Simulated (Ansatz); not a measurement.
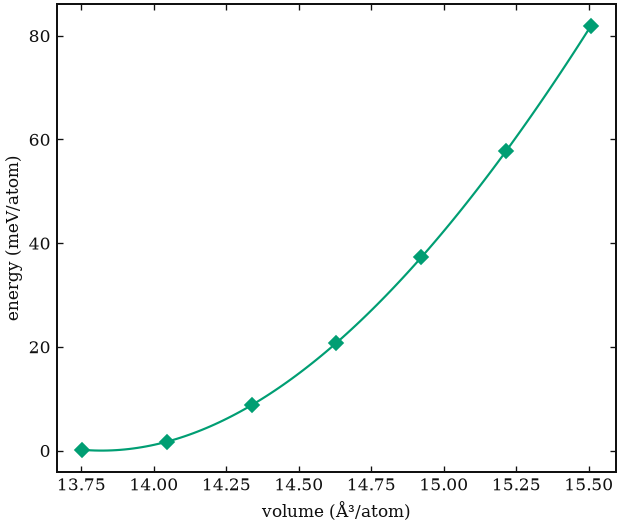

The picture above shows the energy against volume.

Method: all-electron LAPW DFT, no spin polarisation; energies at scaled volumes of the given cell, shape and fractions fixed, counted from the fit's minimum, third-order Birch-Murnaghan fit (Ansatz 0.2.0). Level: LDA.

Question: For which of these solids was it computed?
A. ZrS₂, P-3m1 (No. 164)
B. P, R-3m (No. 166)
C. TiSi, Cmmm (No. 65)

Answer: C, TiSi: energy from 0.16 meV/atom to 81.93 meV/atom, V0 13.82 Å³/atom, B0 154 GPa. The others give: ZrS₂, energy from 0.65 meV/atom to 76.80 meV/atom, V0 22.59 Å³/atom, B0 99.4 GPa; P, energy from 0.23 meV/atom to 37.10 meV/atom, V0 15.62 Å³/atom, B0 95.3 GPa.

For P, limits of the calculation: shape and atomic fractions are frozen while scaling, which makes layered, chain and framework solids too stiff.

For TiSi, limits of the calculation: shape and atomic fractions are frozen while scaling, which makes layered, chain and framework solids too stiff.

For ZrS₂, limits of the calculation: shape and atomic fractions are frozen while scaling, which makes layered, chain and framework solids too stiff.
